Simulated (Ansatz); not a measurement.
Given this structure:

```cif
data_structure
_symmetry_space_group_name_H-M 'P 1'
_symmetry_Int_Tables_number 1
_cell_length_a 5.3131
_cell_length_b 5.3131
_cell_length_c 3.2421
_cell_angle_alpha 90.000
_cell_angle_beta 90.000
_cell_angle_gamma 90.000
_cell_volume 91.52
loop_
_atom_site_label
_atom_site_type_symbol
_atom_site_fract_x
_atom_site_fract_y
_atom_site_fract_z
_atom_site_occupancy
Hf1 Hf 0.29554 0.29554 0.00000 1
Hf2 Hf 0.70446 0.70446 0.00000 1
Hf3 Hf 0.79554 0.20446 0.50000 1
Hf4 Hf 0.20446 0.79554 0.50000 1
N1 N 0.00000 0.00000 0.00000 1
N2 N 0.50000 0.50000 0.50000 1
```

Question: Work out the structure from the coordinates.

Answer: The solid is Hf2N. The lattice is primitive tetragonal and the space group P4_2/mnm (No. 136). Cell content 4 Hf, 2 N; Z = 2.

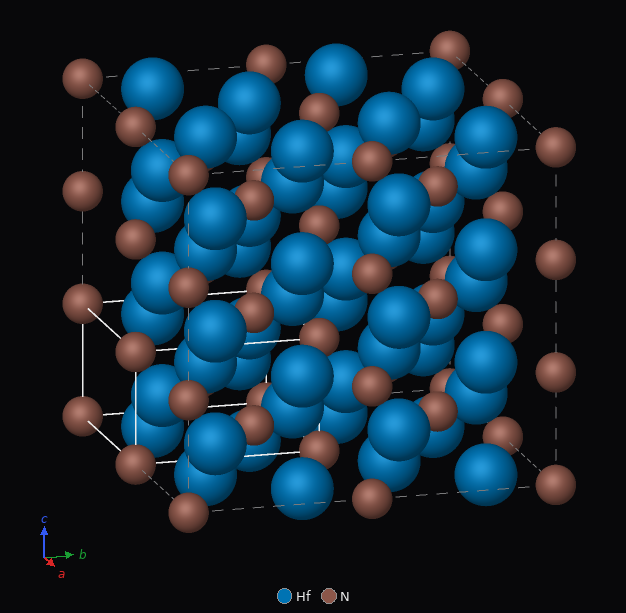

The crystal in a spheres-only representation, seen slightly off an axis. A block of 2×2×3 cells is shown, with one conventional unit cell in solid outline.

Provenance: a structure listed in the Materials Project. Earlier steps of the study, as a rule a relaxation of our own, may have changed the cell and positions, so they can lie some per cent off the listed ones. It was run through Ansatz as a DFT input.
